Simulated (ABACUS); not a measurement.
**A series of single points on GaP**

System: GaP (F-43m, 2 atoms in the cell).
Method: Kohn-Sham DFT of a periodic cell, PBEsol, PseudoDojo NC SR 0.4.1 PBEsol standard, no spin polarisation (ABACUS 3.10.1).

The 7 runs differ only in the geometry, by an even scaling of the cell at fixed fractional positions. The structure derives from an entry of the Crystallography Open Database.

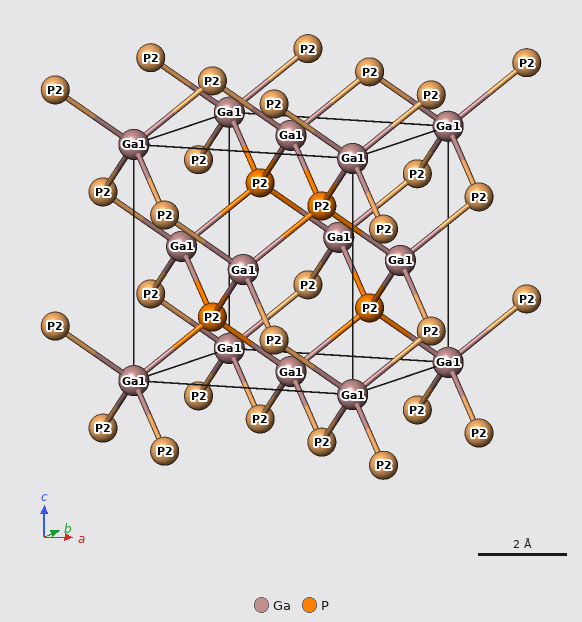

Figure 1. The structure of run 4 (ball-and-stick view of the cell 4 times as large as that of the calculation, set on its symmetry axes, seen slightly off an axis; neighbours outside the cell are drawn fainter; atoms are numbered from 1 in the order of the input). An atom can appear more than once, as a periodic image.

### Input file of run 4
```
INPUT_PARAMETERS
suffix              GaP
calculation         scf
basis_type          pw
pseudo_dir          ./
symmetry            1
dft_functional      pbesol
ecutwfc             81
pseudo_rcut         7
nspin               1
nbands              13
ks_solver           dav
smearing_method     fd
smearing_sigma      0.00367493
scf_thr             1e-08
scf_nmax            100
mixing_type         broyden
mixing_beta         0.7
cal_force           1
cal_stress          1
kpar                4
```

### File STRU of run 4
```
ATOMIC_SPECIES
Ga 69.7230 Ga.upf
P 30.9738 P.upf

LATTICE_CONSTANT
1.8897261246

LATTICE_VECTORS
0.0000000000 2.7252500000 2.7252500000
2.7252500000 0.0000000000 2.7252500000
2.7252500000 2.7252500000 0.0000000000

ATOMIC_POSITIONS
Direct

Ga
0.0
1
0.0000000000 0.0000000000 0.0000000000 1 1 1

P
0.0
1
0.7500000000 0.7500000000 0.7500000000 1 1 1
```

### File KPT of run 4
```
K_POINTS
0
Gamma
8 8 8 0 0 0
```

Command:
```bash
OMP_NUM_THREADS=1 mpirun -np 4 abacus > log
```

Run 3 differs from it as follows:
```diff
-0.0000000000 2.7252500000 2.7252500000
-2.7252500000 0.0000000000 2.7252500000
-2.7252500000 2.7252500000 0.0000000000
+0.0000000000 2.7069591804 2.7069591804
+2.7069591804 0.0000000000 2.7069591804
+2.7069591804 2.7069591804 0.0000000000
```

### Results, with one run withheld

```csv
run,volume per atom (Å³),"free energy per atom, from the lowest run given (meV)",pressure (GPa),gap on the mesh (eV)
1,19.026,17.26,5.35,1.38
2,19.431,6.49,3.18,1.43
3,19.836,?,?,?
4,20.240,0.00,−0.51,1.52
5,20.645,3.26,−2.07,1.52
6,21.050,10.25,−3.46,1.42
7,21.455,20.59,−4.71,1.27
```

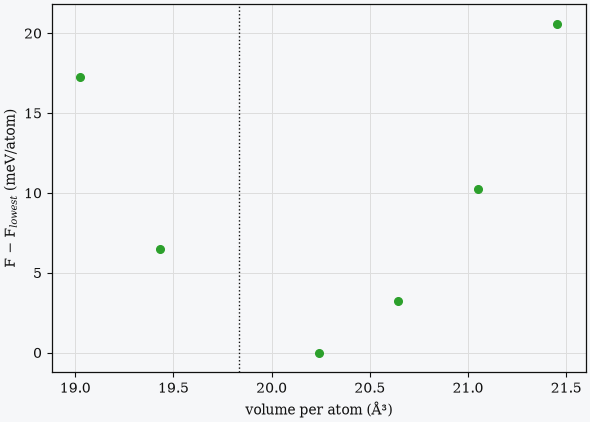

Figure 2. Free energy per atom of the runs given; the dotted line marks run 3.

Estimate the energy of run 3 from the others.

A cubic polynomial in V^(−2/3) (the Birch–Murnaghan form), fitted to the 6 runs given, misses them by under 0.01 meV per atom. With x = V^(−2/3) − 0.13448 Å⁻², it reads F = 0.13728 − 908.02 x + 6.5202e+05 x² + 1.147e+06 x³ (meV per atom). At run 3 it gives 0.92 meV per atom, and the run itself gives 0.92. The slope of the fit gives a pressure −dF/dV of 1.25 GPa there, and the run prints 1.23 GPa. The fit has its minimum at 20.121 Å³ per atom, where V d²F/dV² gives 84.6 GPa: the bulk modulus at this level, since symmetry fixes the shape and the positions. The gap on the mesh lies between 1.27 eV (run 7) and 1.52 eV (run 5); run 3 has 1.48 eV. These are gaps of this functional on this mesh, which can miss the band edges; they aren't the measured gap.

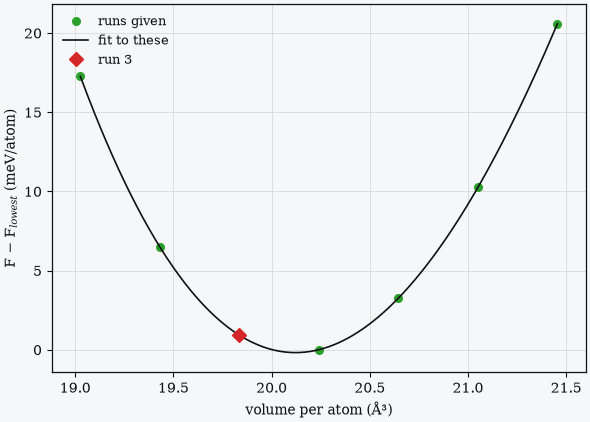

Figure 3. The fit and the withheld run.

### Some lines of the output (run 3)
```
[...]
                          Volume (Bohr^3) = 267.714
                             Volume (A^3) = 39.6711
 E_Fermi        0.5986081218         8.1444813259
 E_Fermi        0.6232502900         8.4797552235
 E_Fermi        0.6223693358         8.4677692270
 E_Fermi        0.6248542351         8.5015780162
 E_Fermi        0.6250542779         8.5042997380
 E_Fermi        0.6251252342         8.5052651483
 E_KS(sigma->0) -166.6042758601      -2266.7674628609
 E_Fermi        0.6251047780         8.5049868277
 final etot is -2266.7674629 eV
 EFERMI = 8.5049868277 eV
 TOTAL-PRESSURE: 12.323177 KBAR
 !FINAL_ETOT_IS -2266.7674628668710284 eV
```
